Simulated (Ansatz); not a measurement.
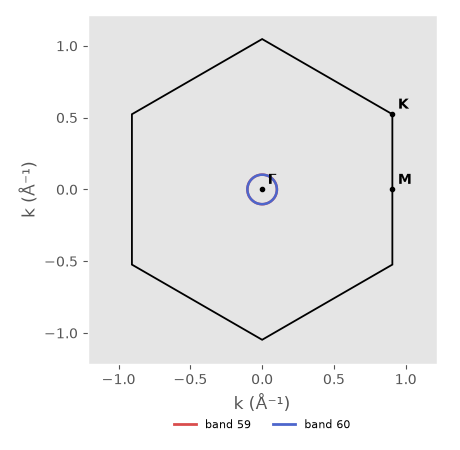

Constant-energy contours of a InSe monolayer (space group of the slab cell P-6m2), 0.20 eV above the conduction-band minimum (one colour a band).

All numbers here come from DFT PBE, spin-orbit coupling, plane waves, PAW; levels and slopes on a k mesh at the converged density in Ansatz 0.2.0. Non-magnetic. Mesh 30×30×1, interpolated with the band slopes. Cell and positions as given, without relaxation.

Masses come from a second pass at points close to the extrema; at the energies drawn a band may no longer be parabolic.

**Describe the band extrema that these surfaces surround.**

Band 59 forms the conduction edge; band 60 meets it there. Within this energy: one minimum at Γ, mass 0.18 mₑ in all directions. Further from the edge, not drawn: three equivalent minima at M, 0.65 eV above the edge, principal masses 0.33 and 1.68 mₑ (mean of a spin-orbit pair that splits linearly in k, by up to ±0.29 eV Å along the axes); two equivalent minima at K, 0.91 eV above the edge, mass 0.66 mₑ in all directions.

**And the gap?**

The gap is indirect, 1.64 eV at this level of theory, which underestimates gaps and can reorder valleys that lie close. It is nearly direct: the smallest vertical gap, at Γ, is only 1.69 eV, so the kind of gap isn't settled at this level.
